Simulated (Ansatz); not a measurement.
# Geometry relaxation, with input and output: HfO2 (part 2 of 3)

The same run, continued: HfO2 (12 atoms in the cell); DFT, r2SCAN+rVV10, plane waves, PAW, no spin polarisation (Ansatz 0.2.0); cutoff 500 eV, 6×6×6 k-mesh, Fermi–Dirac smearing of 0.03 eV. The structure derives from a Materials Project entry. The geometry comes from this level: PBEsol.

Geometry of the input (Å; fractional positions):
```
5.0957  0.0000  -0.0019
0.0000  5.1771  0.0000
-0.8784  0.0000  5.1969
Hf 0.2771  0.4570  0.7082
Hf 0.7229  0.9570  0.7918
Hf 0.7229  0.5430  0.2918
Hf 0.2771  0.0430  0.2082
O  0.4471  0.7418  0.9800
O  0.5529  0.2418  0.5200
O  0.5529  0.2582  0.0200
O  0.4471  0.7582  0.4800
O  0.0712  0.3373  0.3409
O  0.9288  0.8373  0.1591
O  0.9288  0.6627  0.6591
O  0.0712  0.1627  0.8409
```

Log, continued
```
SCF iter   1: F=—  HF=-67492.528335 eV  |F-HF|=—  |Δ(HF+E_count)|=         —  Δρ=6.74e-4  dr2=2.54e-4  dr2_τ=1.19e-2  ethr=1.66e-7  ⟨swp⟩=3.0  Hψ=24170  notcnv=0
preconditioner: auto → Resta (q_TF=auto, 2.776 Å⁻¹)  ε∞=5.0  [insulator: Δε(μ)=4.589 eV  Ē_g=19.064 eV  σ=0.030 eV  W_gap=1.00  n_scr=48 (ndim 8)  ℏωp=38.1 eV  f_vac=0.076  D(μ)=0.00/eV (n_scr^D=0)  ε∞_Penn≈5.0]
SCF iter   2: F=—  HF=-67492.528528 eV  |F-HF|=—  |Δ(HF+E_count)|=   1.93e-4  Δρ=3.38e-4  dr2=9.12e-5  dr2_τ=9.50e-6  ethr=1.66e-7  ⟨swp⟩=2.0  Hψ=13893  notcnv=0
SCF iter   3: F=—  HF=-67492.528531 eV  |F-HF|=—  |Δ(HF+E_count)|=   2.51e-6  Δρ=1.01e-4  dr2=7.10e-6  dr2_τ=1.96e-6  ethr=6.00e-8  ⟨swp⟩=2.0  Hψ=8353  notcnv=0
SCF iter   4: F=—  HF=-67492.528363 eV  |F-HF|=—  |Δ(HF+E_count)|=   1.68e-4  Δρ=3.58e-5  dr2=8.08e-7  dr2_τ=1.25e-7  ethr=4.67e-9  ⟨swp⟩=2.0  Hψ=12129  notcnv=0
SCF iter   5: F=—  HF=-67492.528364 eV  |F-HF|=—  |Δ(HF+E_count)|=   9.64e-7  Δρ=1.78e-5  dr2=2.73e-7  dr2_τ=4.08e-8  ethr=5.31e-10  ⟨swp⟩=2.0  Hψ=11935  notcnv=0
SCF iter   6: F=-67492.528364 eV  HF=-67492.528364 eV  |F-HF|=6.69e-9  |Δ(HF+E_count)|=   1.26e-7  Δρ=2.71e-6  dr2=6.50e-9  dr2_τ=1.17e-9  ethr=7.84e-12  ⟨swp⟩=6.0  Hψ=49941  notcnv=0
SCF 6 converged in 6 iterations: F = -67492.528364 eV  dr2 = 6.50e-9
relax step   6: F+E_penalty+E_count = -67492.52836403 eV  Δ(F+E_penalty+E_count) = -1.277e-4 eV  max|allowed force component| = 3.990e-3 eV/Å  Δτ_max = 0.0080 Å  P = -0.047 GPa  Ω = 137.034 Å³  energy of the carried Pulay correction = +2.858e-5 eV  (6 SCF iters, dr2 threshold 1.19e-8 eV, accepted)
Crystal: 12 atoms, lattice volume = 137.005 Å³
rVV10 density: all electrons in the spheres
iter 1 solved again at ethr=4.67e-9 eV; its pass at ethr=3.10e-3 eV (dr2=7.09e-6 eV) is discarded
SCF iter   1: F=—  HF=-67492.528374 eV  |F-HF|=—  |Δ(HF+E_count)|=         —  Δρ=1.00e-4  dr2=6.80e-6  dr2_τ=1.76e-4  ethr=4.67e-9  ⟨swp⟩=3.0  Hψ=26620  notcnv=0
preconditioner: auto → Resta (q_TF=auto, 2.776 Å⁻¹)  ε∞=5.0  [insulator: Δε(μ)=4.593 eV  Ē_g=19.066 eV  σ=0.030 eV  W_gap=1.00  n_scr=48 (ndim 8)  ℏωp=38.1 eV  f_vac=0.076  D(μ)=0.00/eV (n_scr^D=0)  ε∞_Penn≈5.0]
SCF iter   2: F=—  HF=-67492.528387 eV  |F-HF|=—  |Δ(HF+E_count)|=   1.35e-5  Δρ=5.12e-5  dr2=2.06e-6  dr2_τ=2.06e-7  ethr=4.47e-9  ⟨swp⟩=2.0  Hψ=13440  notcnv=0
SCF iter   3: F=—  HF=-67492.528387 eV  |F-HF|=—  |Δ(HF+E_count)|=   1.27e-7  Δρ=1.44e-5  dr2=1.90e-7  dr2_τ=3.55e-8  ethr=1.36e-9  ⟨swp⟩=2.0  Hψ=11834  notcnv=0
SCF iter   4: F=—  HF=-67492.528387 eV  |F-HF|=—  |Δ(HF+E_count)|=   1.01e-7  Δρ=6.77e-6  dr2=3.87e-8  dr2_τ=1.03e-8  ethr=1.25e-10  ⟨swp⟩=2.0  Hψ=13440  notcnv=0
SCF iter   5: F=-67492.528387 eV  HF=-67492.528387 eV  |F-HF|=1.18e-9  |Δ(HF+E_count)|=   8.92e-9  Δρ=2.87e-6  dr2=6.64e-9  dr2_τ=8.50e-10  ethr=5.28e-12  ⟨swp⟩=7.0  Hψ=44072  notcnv=0
SCF 7 converged in 5 iterations: F = -67492.528387 eV  dr2 = 6.64e-9
relax step   7: F+E_penalty+E_count = -67492.52838739 eV  Δ(F+E_penalty+E_count) = -2.336e-5 eV  max|allowed force component| = 5.472e-4 eV/Å  Δτ_max = 0.0009 Å  P = -0.003 GPa  Ω = 137.005 Å³  energy of the carried Pulay correction = +4.350e-5 eV  (5 SCF iters, dr2 threshold 8.02e-9 eV, accepted)
rVV10 density: all electrons in the spheres
Initial wavefunctions: pseudopotential atomic-orbital guess (no wavefunctions were taken with the density)
iter 1 solved again at ethr=3.06e-8 eV; its pass at ethr=3.10e-3 eV (dr2=4.65e-5 eV) is discarded
SCF iter   1: F=—  HF=-67492.528500 eV  |F-HF|=—  |Δ(HF+E_count)|=         —  Δρ=1.46e-5  dr2=2.98e-8  dr2_τ=1.12e-7  ethr=3.06e-8  ⟨swp⟩=3.9  Hψ=45669  notcnv=0
SCF iter   2: F=—  HF=-67492.528327 eV  |F-HF|=—  |Δ(HF+E_count)|=   1.73e-4  Δρ=7.68e-6  dr2=9.37e-9  dr2_τ=2.04e-8  ethr=1.96e-11  ⟨swp⟩=2.6  Hψ=13645  notcnv=0
SCF iter   3: F=—  HF=-67492.528327 eV  |F-HF|=—  |Δ(HF+E_count)|=   4.44e-8  Δρ=1.47e-6  dr2=1.00e-9  dr2_τ=7.80e-10  ethr=6.17e-12  ⟨swp⟩=2.0  Hψ=12160  notcnv=0
SCF iter   4: F=—  HF=-67492.528327 eV  |F-HF|=—  |Δ(HF+E_count)|=  9.31e-10  Δρ=3.98e-7  dr2=1.77e-10  dr2_τ=3.46e-11  ethr=1.00e-12  ⟨swp⟩=2.0  Hψ=13066  notcnv=0
SCF iter   5: F=-67492.528327 eV  HF=-67492.528327 eV  |F-HF|=7.28e-11  |Δ(HF+E_count)|=  1.75e-10  Δρ=1.69e-7  dr2=3.27e-11  dr2_τ=1.02e-11  ethr=1.00e-12  ⟨swp⟩=6.1  Hψ=33357  notcnv=0
SCF 8 converged in 5 iterations: F = -67492.528327 eV  dr2 = 3.27e-11
relax step   8: F+E_penalty+E_count = -67492.52832666 eV  Δ(F+E_penalty+E_count) = +6.073e-5 eV  max|allowed force component| = 5.411e-4 eV/Å  Δτ_max = 0.0000 Å  P = -0.002 GPa  Ω = 137.005 Å³  stress off target by 3.87e-3 GPa  SCF on the basis re-selected at this cell (its energy is not comparable with the rows above)  (5 SCF iters)
```

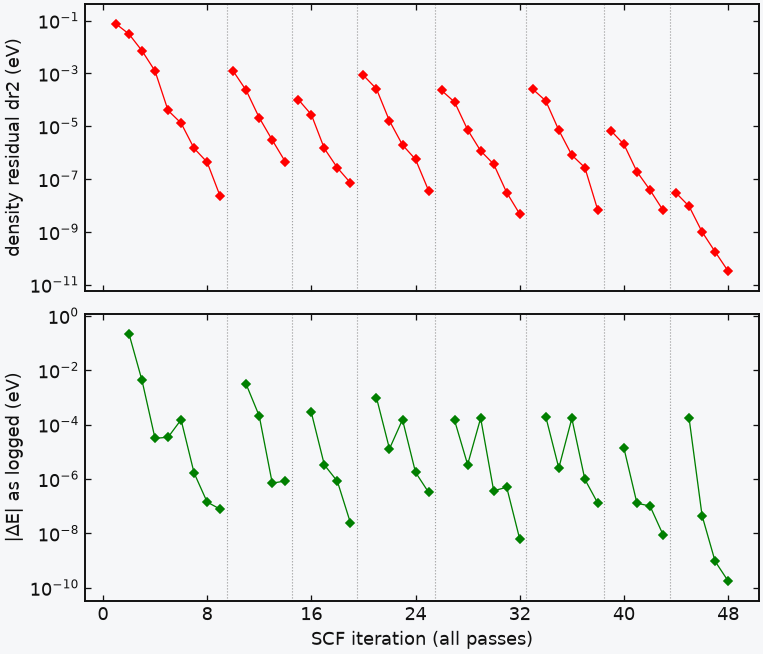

Fig. 1: Convergence of the self-consistent field: density residual dr2 and size of the energy change against the SCF iteration. The dotted lines part the SCF passes of the relaxation: geometry steps, rejected trials and re-solves on a re-selected basis. The 8 passes take 5 to 9 iterations each, 48 in all.

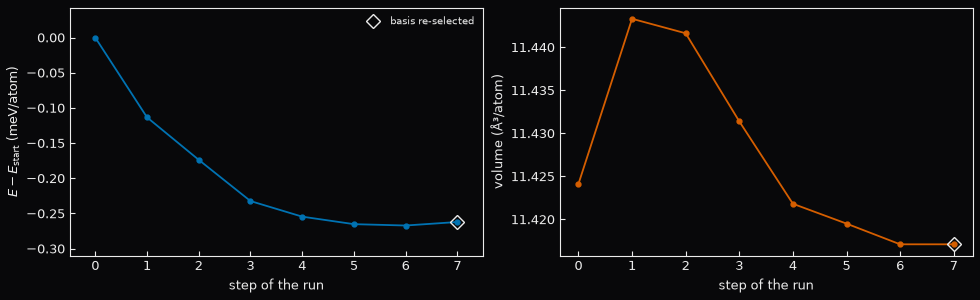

Fig. 2: Progress of the relaxation, step by step (the first geometry is step 0 here and step 1 in the log).

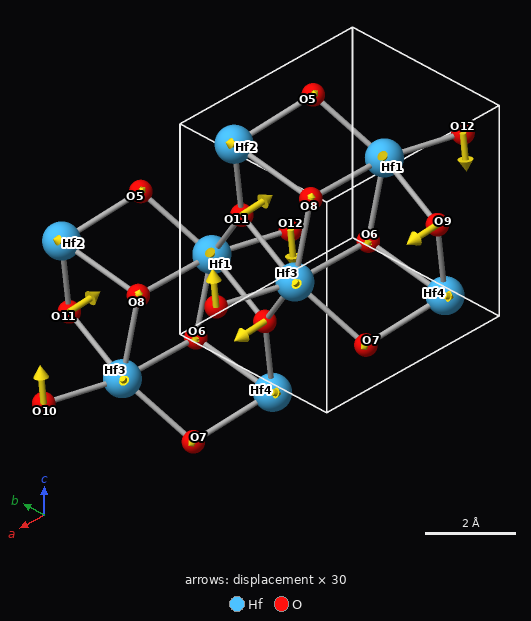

Fig. 3: The starting structure with the displacements (without the part carried along by the change of the cell) as yellow arrows, magnified 30 times (ball-and-stick view of the cell of the calculation, repeated 2 × 1 × 1, seen at an oblique angle). The largest moves relative to the cell, 0.032 Å, are those of O9, O10, O11 and O12. By element the largest moves are O 0.032 Å, Hf 0.008 Å. Cell: a 5.096 → 5.090 Å (−0.1 %), b 5.177 → 5.184 Å (+0.1 %), c 5.271 → 5.260 Å (−0.2 %), β 99.6° → 99.3°. Volume −0.1 %. Distances before and after: Hf1–O8 2.231 → 2.221 Å, Hf1–O9 2.134 → 2.143 Å, Hf1–O7 2.228 → 2.235 Å, Hf1–O6 2.160 → 2.165 Å. The space group stays P2_1/c (No. 14). Over 6 geometry steps the energy falls by 0.3 meV per atom. Largest force component: 0.064 eV/Å at the start, 0.00054 eV/Å at the end. The pressure goes from 0.36 to 0.00 GPa. A last SCF at the same geometry on a re-selected plane-wave basis shifts the energy by +0.0 meV per atom. (Atoms are counted from 1 in the order of the input.)

```
basis re-selected at this cell: Δ(F+E_penalty+E_count) = +6.073e-5 eV, ΔP = +0.000 GPa vs the last step (what re-selecting the basis moved, of the pressure what is left beyond the Pulay correction that the steps carried, after the strain that the cell walked since its last selection, with what the two solves' SCF thresholds leave and, on support functions, any second-order correction that the steps lacked; it is no measure of the basis error at this ecutwfc). This SCF's stress stands 3.87e-3 GPa from its target on what of the cell is left free (relax.cell.stress_tol is 5.00e-2 GPa) and its largest allowed force component is 5.41e-4 eV/Å (relax.f_tol is 1.00e-2 eV/Å): within both
SCF converged after 5 iterations
Free energy (F): -67492.528327 eV
Harris-Foulkes:  -67492.528327 eV  (|F-HF|=7.28e-11)
Internal energy: -67492.528327 eV  (E = F + TS)
E sigma→0 (E₀):  -67492.528327 eV
Fermi energy:    16.229141 eV
--- Per-component energies (eV) ---
  E_band       = -72.813913
  E_kinetic    = 3100.568929
  E_local      = -24454.734491  (includes V_loc(G=0)·N_el)
  E_nonlocal   = -4608.700618
  E_hartree    = 11201.193123
  E_xc         = -1711.048040
  E_vxc        = -2018.477374  (∫ρ·V_xc dr)
  E_paw        = -29087.945216  (= ΣΔE_a)
  E_vpaw       = 5395.302243  (= ΣTr[D̂ρ^β])
  E_aug_tail   = 0.006182  (compensation charges beyond the density's cutoff)
  E_vtau       = 110.835300  (kinetic-family band-sum trace: ∫τ·v_τ [+ j·A + Jᵃ·Aᵃ] dr)
  E_ewald      = -21932.898756
  E_core_change = 1.030560  (= ΣΔE_core)
  E_smearing   = -0.000000  (= −TS)
  E_closure    = -0.000000  (closes the sum)
  Σ components = -67492.528327   (vs F -67492.528327, Δ=0.00e0)
--- Forces (eV/Å), atoms counted from 1 ---
  atom   1  Hf    -0.00015634     0.00015896    -0.00022293
  atom   2  Hf     0.00015634     0.00015896     0.00022293
  atom   3  Hf     0.00015634    -0.00015896     0.00022293
  atom   4  Hf    -0.00015634    -0.00015896    -0.00022293
  atom   5  O      0.00017662     0.00019425     0.00017864
  atom   6  O     -0.00017662     0.00019425    -0.00017864
  atom   7  O     -0.00017662    -0.00019425    -0.00017864
  atom   8  O      0.00017662    -0.00019425     0.00017864
  atom   9  O      0.00015639     0.00041653     0.00054106
  atom  10  O     -0.00015639     0.00041653    -0.00054106
  atom  11  O     -0.00015639    -0.00041653    -0.00054106
  atom  12  O      0.00015639    -0.00041653     0.00054106
  max |Σ_I F_I| component: 0.00e0 eV/Å
--- Stress (GPa, compression-positive) ---
       -0.000449       0.000000      -0.001030
        0.000000      -0.002219       0.000000
       -0.001034       0.000000      -0.003561
  P = ⅓ Tr σ = -0.0021 GPa (-0.021 kbar)
--- Band table (eV; the first three rows and the last of 80) ---
  k-point 0: bands = ["-47.9238", "-47.9020", "-47.8983", "-47.8977", "-16.3869", "-16.3526", "-16.3315", "-16.1137", "-16.0448", "-15.9981", "-15.9744", "-15.9325", "-15.9003", "-15.8967", "-15.8388", "-15.7877", "-5.2112", "-3.9105", "-3.7299", "-3.7118", "-3.1914", "-3.1621", "-3.0134", "-2.9182", "3.7037", "3.7158", "3.7183", "3.7184", "3.7257", "3.7277", "3.7386", "3.7393", "3.7416", "3.7438", "3.7461", "3.7493", "3.7498", "3.7503", "3.7571", "3.7581", "3.7638", "3.7655", "3.7684", "3.7702", "3.7720", "3.7815", "3.7824", "3.7917", "3.7957", "3.8136", "3.8206", "3.8457", "8.3941", "8.4562", "9.0285", "9.2000", "9.2700", "9.6593", "10.4676", "10.7112", "10.8422", "11.0595", "11.1201", "11.3549", "11.8228", "11.9582", "12.0271", "12.0306", "12.2236", "12.7673", "12.7954", "12.8890", "13.3246", "13.4570", "13.7328", "13.9159", "18.8939", "19.6502", "19.7041", "20.0181", "20.1909", "20.4477", "20.8789", "21.0204", "21.0377", "21.2543", "21.8541", "21.9998", "22.2598", "22.5491", "22.8858", "23.3468"]
  k-point 1: bands = ["-47.9223", "-47.9031", "-47.8984", "-47.8981", "-16.3678", "-16.3225", "-16.3158", "-16.1345", "-16.0655", "-15.9884", "-15.9728", "-15.9469", "-15.9024", "-15.8904", "-15.8436", "-15.8167", "-5.1004", "-3.8823", "-3.7532", "-3.7207", "-3.2567", "-3.1579", "-3.0621", "-2.9308", "3.7029", "3.7135", "3.7160", "3.7207", "3.7233", "3.7286", "3.7397", "3.7411", "3.7421", "3.7452", "3.7452", "3.7465", "3.7487", "3.7539", "3.7553", "3.7596", "3.7638", "3.7644", "3.7670", "3.7708", "3.7733", "3.7758", "3.7883", "3.7904", "3.7985", "3.8130", "3.8191", "3.8400", "8.4597", "8.6020", "9.2248", "9.2359", "9.3931", "9.7133", "10.3436", "10.6513", "10.7348", "10.9329", "11.2402", "11.4073", "11.6096", "11.8593", "12.0723", "12.1561", "12.2490", "12.5786", "12.6724", "13.0002", "13.1227", "13.4135", "13.6366", "13.8441", "18.9503", "19.5058", "19.6362", "20.1194", "20.3140", "20.4481", "20.9836", "21.1275", "21.1937", "21.3724", "21.7205", "22.0039", "22.4107", "22.5963", "22.7963", "23.4067"]
  k-point 2: bands = ["-47.9180", "-47.9067", "-47.8986", "-47.8985", "-16.3133", "-16.2760", "-16.2444", "-16.1681", "-16.1385", "-16.0068", "-15.9559", "-15.9544", "-15.9162", "-15.8859", "-15.8711", "-15.8560", "-4.7961", "-3.9735", "-3.8112", "-3.7187", "-3.2813", "-3.1627", "-3.1616", "-2.9900", "3.7013", "3.7062", "3.7193", "3.7209", "3.7232", "3.7316", "3.7341", "3.7387", "3.7426", "3.7445", "3.7461", "3.7493", "3.7514", "3.7515", "3.7555", "3.7563", "3.7623", "3.7648", "3.7673", "3.7673", "3.7792", "3.7806", "3.7883", "3.7949", "3.8025", "3.8105", "3.8149", "3.8252", "8.6749", "9.0131", "9.2419", "9.5147", "9.8457", "9.9951", "10.0213", "10.3004", "10.4353", "11.0513", "11.2587", "11.3239", "11.5300", "11.5706", "11.8670", "12.1078", "12.3207", "12.4971", "12.5526", "12.8236", "13.1302", "13.3548", "13.4305", "13.6257", "19.0545", "19.3172", "19.6596", "19.9083", "20.5050", "20.6161", "21.1100", "21.2537", "21.4271", "21.5617", "21.9092", "22.0652", "22.4069", "22.7264", "23.0026", "23.4151"]
```
